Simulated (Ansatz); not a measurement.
**Geometry relaxation of B$_{24}$N$_{23}$ (part 1 of 4)**

The run: geometry relaxation of B$_{24}$N$_{23}$ (defect cell, 47 atoms in the cell). Method and program: DFT PBE, scalar-relativistic, plane waves, PAW, spin-polarised (Ansatz 0.2.0).

The structure derives from an entry of the Crystallography Open Database. Figures and captions count atoms from 1; the log counts them from 0 in places.

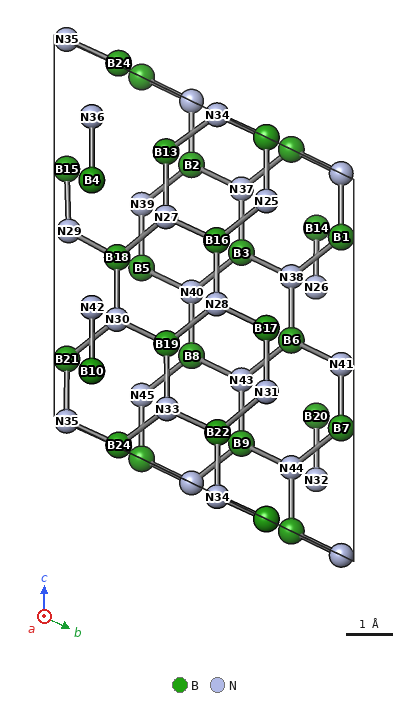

**Figure 1.** The structure as given in the input (ball-and-stick view of the cell of the calculation, along the a axis; atoms are numbered from 1 in the order of the input). An atom can appear more than once, as a periodic image. Near neighbours in the periodic cell (some may lie outside the picture): B has 3 N at 1.36 to 1.50 Å; B has 2 N at 1.39 to 1.49 Å; N has 3 B at 1.36 to 1.50 Å.

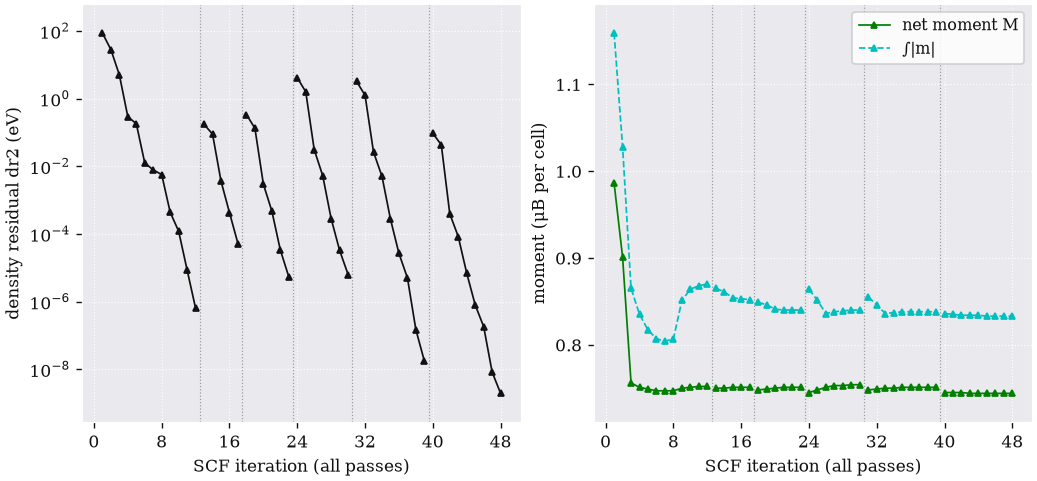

**Figure 2.** Convergence of the self-consistent field: density residual dr2 and magnetic moment against the SCF iteration. The dotted lines part the SCF passes of the relaxation: geometry steps, rejected trials and re-solves on a re-selected basis. The 6 passes take 5 to 12 iterations each, 48 in all. The net moment goes from 1.0 to 0.7 μB per cell.

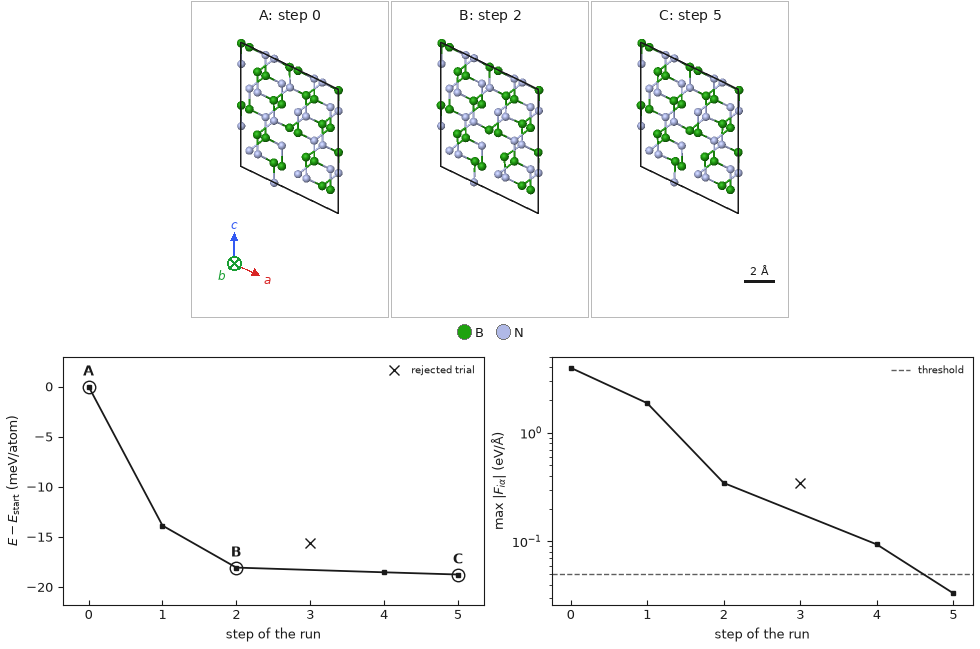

**Figure 3.** Frames of the relaxation (ball-and-stick view of the cell of the calculation (origin shifted), along the b axis) above the curves, on which the letters mark them (the first geometry is step 0 here and step 1 in the log).

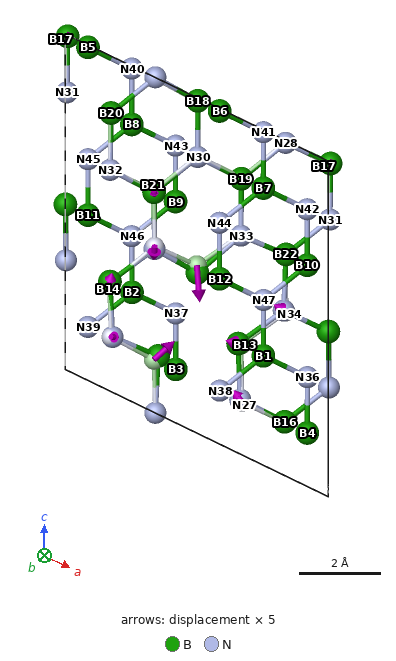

**Figure 4.** Start (faint) and end (solid) with the displacements as pink arrows, magnified 5 times (ball-and-stick view of the cell of the calculation (origin shifted), along the b axis). The atom that moves furthest is B24 (0.19 Å). By element the largest moves are B 0.19 Å, N 0.09 Å. The cell doesn't change. Distances before and after: B14–N26 1.357 → 1.437 Å, B24–N33 1.390 → 1.463 Å, B23–N34 1.404 → 1.467 Å, B14–N35 1.499 → 1.437 Å. Among the angles that change: N26–B15–N29 123.5° → 114.6°, N25–B14–N35 115.2° → 122.7°, N26–B14–N35 121.8° → 114.6°. After 5 geometry steps the energy has fallen by 18.7 meV per atom. Largest force component: 4 eV/Å at the start, 0.033 eV/Å at the end. The line search rejected the trial step at point 3 (counted from 0) and went back. (Atoms are counted from 1 in the order of the input.)

The input that produced these results follows, with the program's output.

**Input file**
```yaml
crystal:
  lattice:
    - [3.74736, -2.163539, -6.6357]
    - [3.74736, -2.163539, 6.6357]
    - [-7.49472, -4.327079, 0.0]
  atoms:
    - { symbol: B, position: [0.708334, 0.958333, 0.833333] }
    - { symbol: B, position: [0.208334, 0.458333, 0.833333] }
    - { symbol: B, position: [0.375, 0.625001, 0.666667] }
    - { symbol: B, position: [0.875, 0.125001, 0.666667] }
    - { symbol: B, position: [0.041667, 0.291667, 0.5] }
    - { symbol: B, position: [0.541667, 0.791667, 0.5] }
    - { symbol: B, position: [0.708334, 0.958333, 0.333333] }
    - { symbol: B, position: [0.208334, 0.458333, 0.333333] }
    - { symbol: B, position: [0.375, 0.625001, 0.166667] }
    - { symbol: B, position: [0.875, 0.125001, 0.166667] }
    - { symbol: B, position: [0.041667, 0.291667, 0.0] }
    - { symbol: B, position: [0.541667, 0.791667, 0.0] }
    - { symbol: B, position: [0.6237651966, 0.3731940862, 0.8354459556], spin: 0.5 }
    - { symbol: B, position: [0.1225299755, 0.8758348083, 0.8258868714] }
    - { symbol: B, position: [0.2919186567, 0.0413732869, 0.6639838587], spin: 0.5 }
    - { symbol: B, position: [0.791666, 0.541667, 0.666667] }
    - { symbol: B, position: [0.958333, 0.708333, 0.5] }
    - { symbol: B, position: [0.4549498837, 0.2099682247, 0.4965611753] }
    - { symbol: B, position: [0.625, 0.374999, 0.333333] }
    - { symbol: B, position: [0.125, 0.874999, 0.333333] }
    - { symbol: B, position: [0.291666, 0.041667, 0.166667] }
    - { symbol: B, position: [0.7913409926, 0.545243557, 0.1652607047] }
    - { symbol: B, position: [0.958333, 0.708333, 0.0] }
    - { symbol: B, position: [0.4548598281, 0.2147857748, 0.0069489231], spin: 0.5 }
    - { symbol: "N", position: [0.958334, 0.708333, 0.833333] }
    - { symbol: "N", position: [0.128337597, 0.873520383, 0.6700876054], spin: 0.5 }
    - { symbol: "N", position: [0.627546032, 0.3722752133, 0.6642817766], spin: 0.5 }
    - { symbol: "N", position: [0.791667, 0.541667, 0.5] }
    - { symbol: "N", position: [0.2969970531, 0.047700005, 0.5043248912], spin: 0.5 }
    - { symbol: "N", position: [0.458334, 0.208333, 0.333333] }
    - { symbol: "N", position: [0.958334, 0.708333, 0.333333] }
    - { symbol: "N", position: [0.125, 0.875001, 0.166667] }
    - { symbol: "N", position: [0.6232749043, 0.376088289, 0.1628570414], spin: 0.5 }
    - { symbol: "N", position: [0.7949626678, 0.5439484721, -0.0032536638], spin: 0.5 }
    - { symbol: "N", position: [0.2948073268, 0.0406458044, 0.0032444234], spin: 0.5 }
    - { symbol: "N", position: [0.875, 0.124999, 0.833333] }
    - { symbol: "N", position: [0.375, 0.624999, 0.833333] }
    - { symbol: "N", position: [0.541666, 0.791667, 0.666667] }
    - { symbol: "N", position: [0.041666, 0.291667, 0.666667] }
    - { symbol: "N", position: [0.208333, 0.458333, 0.5] }
    - { symbol: "N", position: [0.708333, 0.958333, 0.5] }
    - { symbol: "N", position: [0.875, 0.124999, 0.333333] }
    - { symbol: "N", position: [0.375, 0.624999, 0.333333] }
    - { symbol: "N", position: [0.541666, 0.791667, 0.166667] }
    - { symbol: "N", position: [0.041666, 0.291667, 0.166667] }
    - { symbol: "N", position: [0.208333, 0.458333, 0.0] }
    - { symbol: "N", position: [0.708333, 0.958333, 0.0] }
magnetization:
  spin_polarized: true
basis:
  ecutwfc: 420
  fft_grid_basis: typed
kpoints:
  mp_grid: { grid: [2, 2, 2] }
hamiltonian:
  xc: pbe
  pseudopotentials: { kind: paw }
scf:
  occupations: { method: gaussian, width: 0.05 }
output:
  forces: true
  stress: false
  eigenvalues: false
  bader: false
  write_density: false
  volumetric_format: npy
  populations: true
relax:
  adjacent_minimum: "off"
  max_steps: 30
  f_tol: 0.05
```

Command:
```bash
ansatz run input.yaml --threads 4 --pin off --max-ram 10240MiB --backend cpu --events-out ev --progress --plain --runs-dir out
```

**Output**
```
settings of this run that can trade accuracy for cost: output.eigenvalues: false. Do not mix this run's numbers with those of runs without the same settings; the input reference describes each key
Engine: ansatz 0.2.0, aarch64-unknown-linux-gnu
Pseudopotentials: kind: paw
Pseudopotential: B, paw, valence charge 3, recommended cutoff 420 eV (normal), B.paw.azcp
Pseudopotential: N, paw, valence charge 5, recommended cutoff 420 eV (normal), N.paw.azcp
Functional definition: PBE
  parameter kappa = 0.804
  parameter beta = 0.06672455060314922
  exchange = pbe_x(kappa = kappa, mu = beta*pi^2/3)
  correlation = pbe_c(beta = beta)
Crystal: 47 atoms, lattice volume = 430.395 Å³
Basis set: ecut = 420 eV, 8413 PW (Γ), exchange–correlation on 108×108×120 points (8 copies of the dense FFT grid, shifted against one another)
Bands: 143, of which v1, the nominal top of the filled ones, is band 94 counted from 1 (93 counted from 0)
Symmetry: 1 space group operations
Space group: P1 (ITA 1), of the structure as read, at distance tolerance 7.6e-5 Å
Magnetic group: BNS 1.1 (UNI 1), of the structure as read, at distance tolerance 7.6e-5 Å
k-points: 8
Non-local potential: B, projectors of the file, l = 0: 2, l = 1: 2, l = 2: 1
Non-local potential: N, projectors of the file, l = 0: 2, l = 1: 2, l = 2: 1
PAW form: soft (Blöchl's): semilocal exchange-correlation on the pseudo side does not see the compensation charge
PAW one-centre angular grid: B, 110 points (default); XC on 64 Gauss nodes
PAW one-centre angular grid: N, 110 points (default); XC on 64 Gauss nodes
Starting moments: Σ|m| = 4.5 μB on 9 of 47 sites
Initial wavefunctions: pseudopotential atomic-orbital guess
Functional: x = pbe(κ = 0.804, μ = 0.2195149727645171), c = pbe(β = 0.06672455060314922)
SCF iter   1: F=—  HF=-12655.290343 eV  |F-HF|=—  |Δ(HF+E_count)|=         —  Δρ=7.84e-2 (↑6.76e-2 ↓7.84e-2)  dr2=8.74e1  dr2_m=8.69e-1  M=0.986 μB ∫|m|=1.159 μB  β_m=0.30  ethr=3.10e-3  ⟨swp⟩=6.2  Hψ=10334  notcnv=0  defer=198
preconditioner: auto → Resta (q_TF=auto, 2.374 Å⁻¹)  ε∞=3.1  [insulator: Δε(μ)=0.122 eV  Ē_g=16.784 eV  σ=0.050 eV  W_gap=0.91  n_scr=90 (ndim 8)  ℏωp=24.5 eV  f_vac=0.000  D(μ)=0.87/eV (n_scr^D=0)  ε∞_Penn≈3.1]
spin=Collinear: Resta preconditioning applied to the charge; magnetization (m = ρ↑ − ρ↓) channel mixes plain (no charge-response kernel on spin).
SCF iter   2: F=—  HF=-12635.077234 eV  |F-HF|=—  |Δ(HF+E_count)|=    2.02e1  Δρ=4.54e-2 (↑3.92e-2 ↓4.54e-2)  dr2=2.84e1  dr2_m=4.60e-1  M=0.901 μB ∫|m|=1.028 μB  β_m=0.30  ethr=3.10e-3  ⟨swp⟩=2.4  Hψ=4223  notcnv=0  defer=702
preconditioner: auto → Kerker (q_TF=auto, 2.374 Å⁻¹)  [metal: Δε(μ)=0.038 eV  Ē_g=16.244 eV  σ=0.050 eV  W_gap=0.39  n_scr=90 (ndim 8)  ℏωp=24.5 eV  f_vac=0.000  D(μ)=3.75/eV (n_scr^D=12)]
spin=Collinear: Kerker preconditioning applied to the charge; magnetization (m = ρ↑ − ρ↓) channel mixes plain (no charge-response kernel on spin).
SCF iter   3: F=—  HF=-12626.625517 eV  |F-HF|=—  |Δ(HF+E_count)|=    8.45e0  Δρ=2.21e-2 (↑2.21e-2 ↓2.15e-2)  dr2=5.09e0  dr2_m=2.54e-1  M=0.756 μB ∫|m|=0.865 μB  β_m=0.30  ethr=3.10e-3  ⟨swp⟩=2.4  Hψ=4203  notcnv=0  defer=708
SCF iter   4: F=—  HF=-12625.019314 eV  |F-HF|=—  |Δ(HF+E_count)|=    1.61e0  Δρ=7.11e-3 (↑6.49e-3 ↓7.11e-3)  dr2=2.94e-1  dr2_m=1.33e-1  M=0.751 μB ∫|m|=0.835 μB  β_m=0.30  ethr=2.72e-3  ⟨swp⟩=2.9  Hψ=3649  notcnv=0  defer=712
SCF iter   5: F=—  HF=-12625.077307 eV  |F-HF|=—  |Δ(HF+E_count)|=   5.80e-2  Δρ=5.50e-3 (↑5.30e-3 ↓5.50e-3)  dr2=1.83e-1  dr2_m=7.25e-2  M=0.749 μB ∫|m|=0.817 μB  β_m=0.30  ethr=1.57e-4  ⟨swp⟩=1.3  Hψ=2213  notcnv=0  defer=712
SCF iter   6: F=—  HF=-12625.182514 eV  |F-HF|=—  |Δ(HF+E_count)|=   1.05e-1  Δρ=3.39e-3 (↑3.39e-3 ↓3.22e-3)  dr2=1.26e-2  dr2_m=3.96e-2  M=0.747 μB ∫|m|=0.807 μB  β_m=0.30  ethr=9.80e-5  ⟨swp⟩=2.6  Hψ=2672  notcnv=0  defer=713
SCF iter   7: F=—  HF=-12625.197454 eV  |F-HF|=—  |Δ(HF+E_count)|=   1.49e-2  Δρ=2.50e-3 (↑2.50e-3 ↓2.44e-3)  dr2=7.88e-3  dr2_m=2.20e-2  M=0.747 μB ∫|m|=0.804 μB  β_m=0.30  ethr=6.72e-6  ⟨swp⟩=1.9  Hψ=2515  notcnv=0  defer=711
Mixer restart at iter 7: flushing history
spin-set hold released at iteration 7 (site moments contracting): the magnetisation degrees of freedom join the quasi-Newton model from the next iteration; the mixer history was flushed
SCF iter   8: F=—  HF=-12625.205386 eV  |F-HF|=—  |Δ(HF+E_count)|=   7.93e-3  Δρ=1.87e-3 (↑1.87e-3 ↓1.83e-3)  dr2=5.70e-3  dr2_m=1.23e-2  M=0.747 μB ∫|m|=0.807 μB  β_m=0.65  ethr=4.21e-6  ⟨swp⟩=1.9  Hψ=2012  notcnv=0  defer=711
preconditioner: auto → Resta (q_TF=auto, 2.374 Å⁻¹)  ε∞=3.4  [insulator: Δε(μ)=0.083 eV  Ē_g=15.746 eV  σ=0.050 eV  W_gap=0.53  n_scr=90 (ndim 8)  ℏωp=24.5 eV  f_vac=0.012  D(μ)=4.75/eV (n_scr^D=16)  ε∞_Penn≈3.4]
spin=Collinear: Resta preconditioning applied to the charge; magnetization (m = ρ↑ − ρ↓) channel mixes plain (no charge-response kernel on spin).
SCF iter   9: F=—  HF=-12625.216275 eV  |F-HF|=—  |Δ(HF+E_count)|=   1.09e-2  Δρ=1.91e-4 (↑1.91e-4 ↓1.74e-4)  dr2=4.40e-4  dr2_m=7.65e-5  M=0.750 μB ∫|m|=0.851 μB  β_m=0.81  ethr=3.05e-6  ⟨swp⟩=2.1  Hψ=3125  notcnv=0  defer=711
SCF iter  10: F=—  HF=-12625.216475 eV  |F-HF|=—  |Δ(HF+E_count)|=   2.00e-4  Δρ=9.32e-5 (↑7.91e-5 ↓9.32e-5)  dr2=1.21e-4  dr2_m=7.72e-6  M=0.751 μB ∫|m|=0.864 μB  β_m=0.80  ethr=2.35e-7  ⟨swp⟩=2.1  Hψ=3267  notcnv=0  defer=705
SCF iter  11: F=—  HF=-12625.216486 eV  |F-HF|=—  |Δ(HF+E_count)|=   1.15e-5  Δρ=2.37e-5 (↑2.37e-5 ↓2.35e-5)  dr2=8.63e-6  dr2_m=6.04e-7  M=0.752 μB ∫|m|=0.868 μB  β_m=0.80  ethr=3.34e-8  ⟨swp⟩=2.0  Hψ=6565  notcnv=0
SCF iter  12: F=-12625.216489 eV  HF=-12625.216489 eV  |F-HF|=3.57e-7  |Δ(HF+E_count)|=   2.93e-6  Δρ=7.54e-6 (↑7.54e-6 ↓6.39e-6)  dr2=6.38e-7  dr2_m=7.91e-8  M=0.752 μB ∫|m|=0.870 μB  ethr=4.62e-9  ⟨swp⟩=3.0  Hψ=4962  notcnv=0
SCF 1 converged in 12 iterations: F = -12625.216489 eV  dr2 = 6.38e-7
  greatest PAW one-centre occupation: 0.803 electrons in one spin orbital (limit 2), on the N atom at site 25 (counted from 0), in its partial waves of l = 0
relax step   1: F+E_penalty+E_count = -12625.21648929 eV  Δ(F+E_penalty+E_count) = +0.000e0 eV  max|allowed force component| = 3.966e0 eV/Å  Δτ_max = 0.0000 Å  (12 SCF iters, dr2 threshold 6.25e-5 eV, accepted)
Initial density: handed on by an earlier stage of this run
Starting moments: Σ|m| = 4.5 μB on 9 of 47 sites; this step starts from the density that it was given
Initial wavefunctions: those handed on with the density
iter 1 solved again at ethr=9.22e-5 eV; its pass at ethr=3.10e-3 eV (dr2=1.73e-1 eV) is discarded
SCF iter   1: F=—  HF=-12625.904992 eV  |F-HF|=—  |Δ(HF+E_count)|=         —  Δρ=4.28e-3 (↑3.55e-3 ↓4.28e-3)  dr2=1.74e-1  dr2_m=5.35e-3  M=0.750 μB ∫|m|=0.865 μB  β_m=0.30  ethr=9.22e-5  ⟨swp⟩=1.1  Hψ=8539  notcnv=0  defer=705
preconditioner: auto → Kerker (q_TF=auto, 2.374 Å⁻¹)  [metal: Δε(μ)=0.040 eV  Ē_g=15.642 eV  σ=0.050 eV  W_gap=0.37  n_scr=90 (ndim 8)  ℏωp=24.5 eV  f_vac=0.016  D(μ)=4.53/eV (n_scr^D=16)]
spin=Collinear: Kerker preconditioning applied to the charge; magnetization (m = ρ↑ − ρ↓) channel mixes plain (no charge-response kernel on spin).
SCF iter   2: F=—  HF=-12625.886614 eV  |F-HF|=—  |Δ(HF+E_count)|=   1.84e-2  Δρ=3.05e-3 (↑2.50e-3 ↓3.05e-3)  dr2=9.00e-2  dr2_m=2.96e-3  M=0.750 μB ∫|m|=0.861 μB  β_m=0.65  ethr=9.22e-5  ⟨swp⟩=1.0  Hψ=1579  notcnv=0  defer=705
SCF iter   3: F=—  HF=-12625.868745 eV  |F-HF|=—  |Δ(HF+E_count)|=   1.79e-2  Δρ=4.50e-4 (↑4.02e-4 ↓4.50e-4)  dr2=3.64e-3  dr2_m=4.44e-5  M=0.751 μB ∫|m|=0.854 μB  β_m=0.63  ethr=4.81e-5  ⟨swp⟩=2.4  Hψ=2919  notcnv=0  defer=705
preconditioner: auto → Resta (q_TF=auto, 2.374 Å⁻¹)  ε∞=3.4  [insulator: Δε(μ)=0.105 eV  Ē_g=15.647 eV  σ=0.050 eV  W_gap=0.51  n_scr=90 (ndim 8)  ℏωp=24.5 eV  f_vac=0.016  D(μ)=4.57/eV (n_scr^D=16)  ε∞_Penn≈3.4]
spin=Collinear: Resta preconditioning applied to the charge; magnetization (m = ρ↑ − ρ↓) channel mixes plain (no charge-response kernel on spin).
SCF iter   4: F=—  HF=-12625.868103 eV  |F-HF|=—  |Δ(HF+E_count)|=   6.43e-4  Δρ=1.42e-4 (↑1.42e-4 ↓1.40e-4)  dr2=4.28e-4  dr2_m=3.46e-6  M=0.751 μB ∫|m|=0.853 μB  β_m=0.81  ethr=1.95e-6  ⟨swp⟩=2.0  Hψ=3252  notcnv=0  defer=705
SCF iter   5: F=-12625.868119 eV  HF=-12625.868142 eV  |F-HF|=2.29e-5  |Δ(HF+E_count)|=   3.89e-5  Δρ=4.52e-5 (↑4.52e-5 ↓4.37e-5)  dr2=5.20e-5  dr2_m=1.72e-7  M=0.751 μB ∫|m|=0.852 μB  ethr=5.35e-8  ⟨swp⟩=2.0  Hψ=6730  notcnv=0
the starting moments were not kept: 1 of 9 ended reversed and 3 kept their direction, counting a site from 0.1 of the cell's largest site moment. The largest reversed, site 33 (counted from 0, in the order of the report's site_moments_mub), started with +0.5 μB and closes at -4.3e-3 μB in its sphere.
SCF 2 converged in 5 iterations: F = -12625.868119 eV  dr2 = 5.20e-5
  greatest PAW one-centre occupation: 0.799 electrons in one spin orbital (limit 2), on the N atom at site 35 (counted from 0), in its partial waves of l = 0
relax step   2: F+E_penalty+E_count = -12625.86811862 eV  Δ(F+E_penalty+E_count) = -6.516e-1 eV  max|allowed force component| = 1.874e0 eV/Å  Δτ_max = 0.0947 Å  (5 SCF iters, dr2 threshold 1.00e-4 eV, accepted)
```
